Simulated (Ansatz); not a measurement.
TaAs

The calculation's input:

```
crystal:
  lattice:
    - [-1.7218133622, 1.7218133622, 5.8679415361]
    - [1.7218133622, -1.7218133622, 5.8679415361]
    - [1.7218133622, 1.7218133622, -5.8679415361]
  atoms:
    - { symbol: Ta, position: [0.4999673, 0.4999673, 0.0] }
    - { symbol: Ta, position: [0.2499673, 0.7499673, 0.5] }
    - { symbol: As, position: [0.08263212, 0.08263212, 0.0] }
    - { symbol: As, position: [0.83263212, 0.33263212, 0.5] }
hamiltonian:
  xc: blyp
  pseudopotentials: { kind: paw }
kpoints:
  mp_grid: { grid: [11, 11, 11] }
scf:
  occupations: { method: fermi_dirac, width: 0.05 }
output:
  forces: true
  stress: true
  write_density: true
  write_potential: true
  elf: true
  volumetric_format: npy
relax:
  f_tol: 0.01
  max_steps: 40
  cell: { stress_tol: 0.05 }
```

Launched as:

```sh
ansatz run input.yaml --threads 2 --pin off --max-ram 5632MiB --backend cpu --events-out ev --progress --plain --runs-dir out
```

Below, planes, directions and counts refer to the conventional cell (a = 3.51 Å, b = 3.51 Å, c = 12.00 Å, α = 90.00°, β = 90.00°, γ = 90.00°).

The fields are those of the run's last geometry, not of the input's.

Space group I4₁md; a structure from a database of computed crystals, not necessarily the ambient phase.

Level of theory: Kohn-Sham DFT of a periodic cell, BLYP, Ansatz PAW in Ansatz.

Q: What will maps of the valence pseudo-density and electron localisation function show?

A: Ta–As (2.66 Å): ρ is about 0.38 e/Å³ halfway; the ELF is about 0.40 at the midpoint.

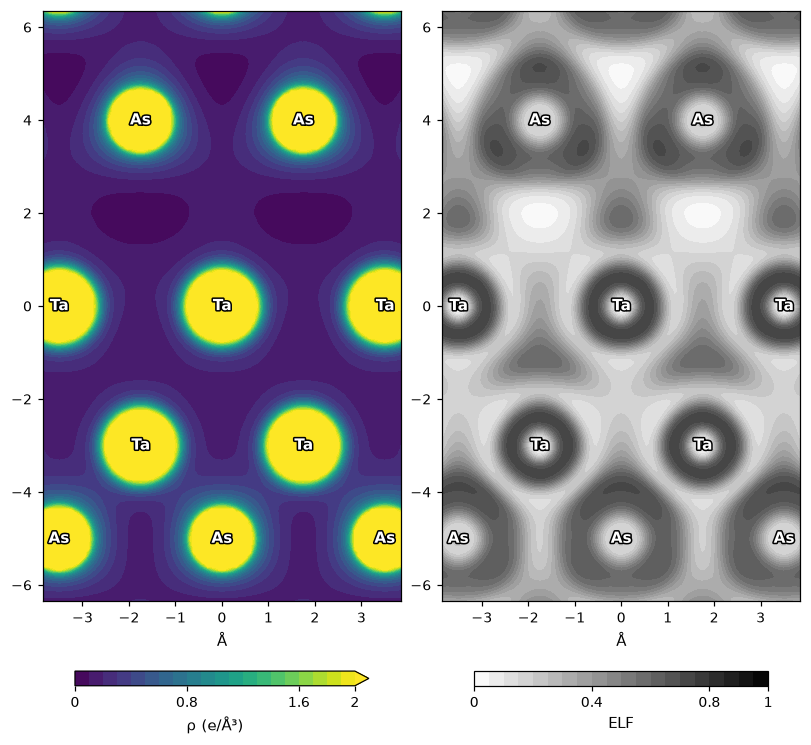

Computed valence pseudo-density and electron localisation function on the (010) plane of the conventional cell, in this order. 
